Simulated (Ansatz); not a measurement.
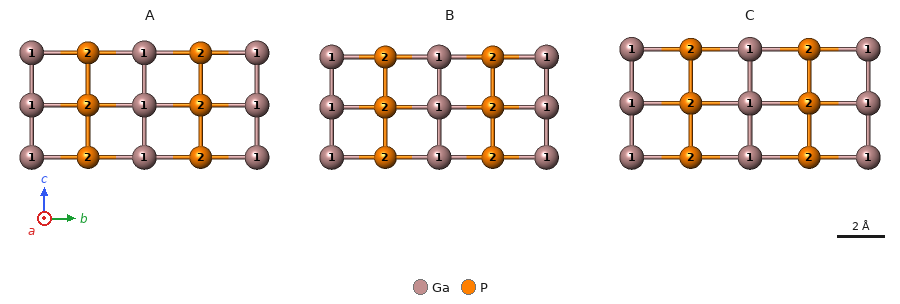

3 geometries from one relaxation of a crystal of GaP$_{2}$ (a generated structure, set up in P4/mmm) (coarse preliminary run), in shuffled order. The picture is a ball-and-stick view of the cell of the calculation, repeated 1 × 2 × 2 with one cell outlined, seen along the a axis.

Computed with Ansatz 0.2.0, DFT PBE, scalar-relativistic, plane waves, PAW. Settings: plane-wave cutoff 420 eV; k-point mesh 4 × 4 × 8; occupations gaussian; smearing width 0.1 eV; no spin polarisation; cell and atoms relaxed; force threshold 0.04 eV/Å; at most 70 steps.

### Put them in the order of the run, from the start to the converged end.

B, A, C. They are steps 0, 1, 4, at +376 meV per atom, +83.0 meV per atom relative to the last. The atoms keep their places relative to the cell (all moves are under 0.005 Å). Cell: a = b 4.658 → 5.129 Å (+10.1 %), c 2.176 → 2.343 Å (+7.7 %). Volume +30.6 %. Some distances before and after: Ga–P 2.329 → 2.565 Å, P–P 2.176 → 2.343 Å, Ga–Ga 2.176 → 2.343 Å. The space group stays P4/mmm (No. 123). The energy falls by 376 meV per atom in 3 accepted moves (4 points after the start). All forces vanish by symmetry, so only the cell relaxes. Pressure: 32.22 GPa at the start and 0.20 GPa at the end. At 1 point the geometry stayed and the basis and grid were re-selected for the new cell (energy shift of 5.9 meV per atom at most each time).
